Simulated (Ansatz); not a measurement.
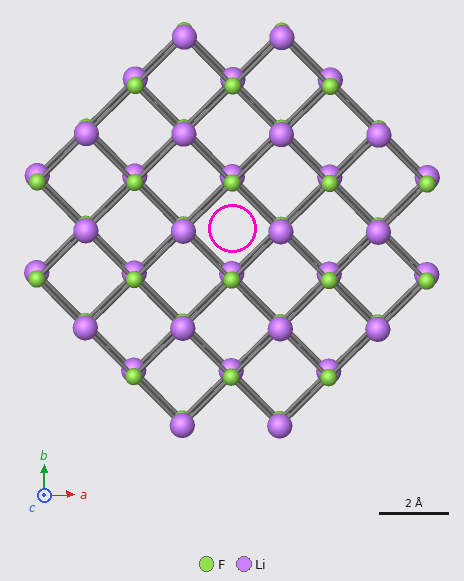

Perfect LiF. A ball-and-stick model of the atoms within 6.0 Å of one point, in a slice 5.0 Å thick across the line of sight, seen along the c axis.

Level of theory: DFT, PBEsol, PAW, plane waves (Ansatz 0.2.0). Set-up: plane-wave cutoff 420 eV; k-point mesh 1 × 1 × 1; mesh shifted by (0.25, 0.25, 0.25); no spin polarisation. Fermi-Dirac smearing of 0.01 eV. A uniform background neutralises the charged cell. The axes drawn are those of the host's conventional cell.

An extra lithium atom is put between the host's atoms (an interstitial) at the ringed place, in charge state +1. The supercell has 64 sites, and the atoms are relaxed at the host's cell.

Q: How do the neighbours respond?

A: The Li atom starts with 4 Li at 1.73 to 1.74 Å, 4 F at 1.73 to 1.74 Å around its place and ends with 4 F at 1.73 Å. Of the host's atoms, a lithium atom moves furthest from its site, by 0.40 Å.

The relaxed defect, seen from the same direction:

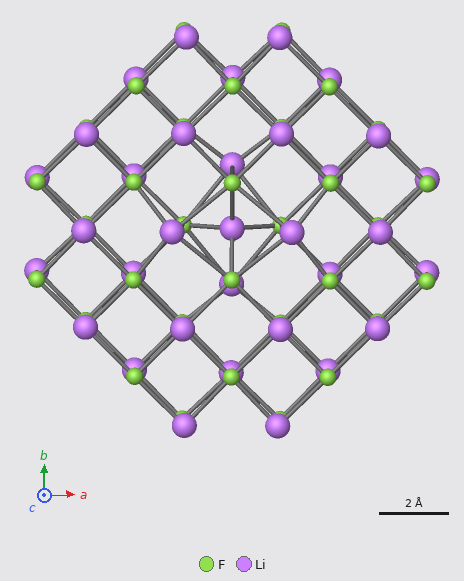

Limits of the set-up: the periodic images lie only 8.0 Å apart, so the values are limited by the cell's size; the cell is charged, on a uniform background, and energies carry no finite-size correction.
